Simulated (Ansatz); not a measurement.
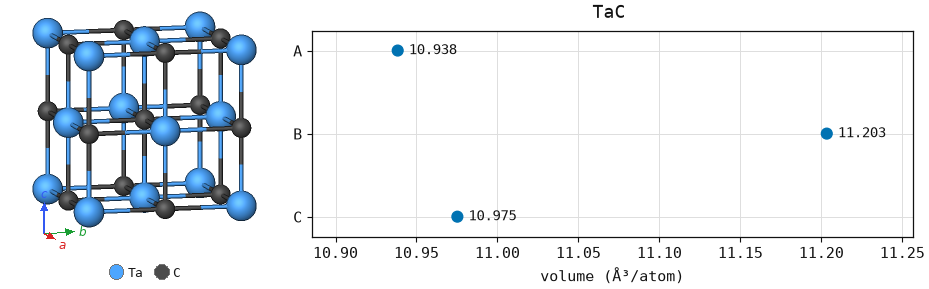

The plot gives the computed volume by functional for TaC, space group Fm-3m (No. 225). The labels are replaced by letters. In alphabetical order the cases are: PBE; PBE+D3(BJ); PBEsol. The conventional cell is drawn beside the plot.

The cell holds 2 atoms.

Method: volume and cell lengths of one structure relaxed by several density functionals; plane waves with PAW datasets, Γ-centred k mesh (Ansatz 0.2.0). All runs: no spin polarisation.

- occupations: Gaussian
- smearing width: 0.1 eV

The space group named is that of the starting cell.

Question: Which letter stands for which functional?

Answer: A: PBEsol (10.9 Å³/atom); B: PBE (11.2 Å³/atom); C: PBE+D3(BJ) (11.0 Å³/atom).
